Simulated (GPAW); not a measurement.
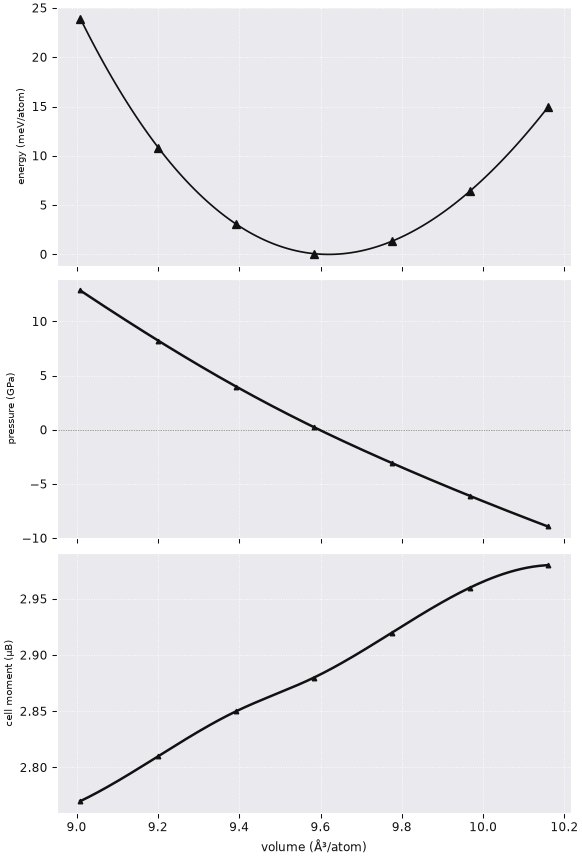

The picture above shows the energy, pressure and cell moment against volume for CoO, space group I4/mmm (No. 139).

Cell as given: a = 2.998 Å, b = 2.998 Å, c = 2.998 Å, α = 119.60°, β = 119.60°, γ = 90.69°; 2 atoms.

How it was computed, with GPAW 26.7.0: PAW DFT in plane waves, on a grid or in atomic orbitals, collinear spins; energies at scaled volumes of the given cell, shape and fractions fixed, counted from the fit's minimum, third-order Birch-Murnaghan fit. Level: PBE, collinear spin.

```tsv
setting	value
k mesh	8×8×8
occupations	Fermi–Dirac
smearing width	0.05 eV
potentials	GPAW PAW data sets (gpaw data 1.2.1)
wave cutoff	800 eV
program settings	basis pw
```

Give the fitted equation-of-state parameters.

Answer. A third-order Birch–Murnaghan fit gives V0 = 9.62 Å³/atom, B0 = 175 GPa and B′ = 4.6.

Read off the course of the pressure.

Answer. It falls from 12.86 GPa at volume 9.01 Å³/atom to −8.92 GPa at 10.16 Å³/atom, and changes sign near 9.60 Å³/atom.

What does the cell moment do across the range?

Answer. It rises from 2.77 μB at volume 9.01 Å³/atom to 2.98 μB at 10.16 Å³/atom.

Caveats: shape and atomic fractions are frozen while scaling, which makes layered, chain and framework solids too stiff.
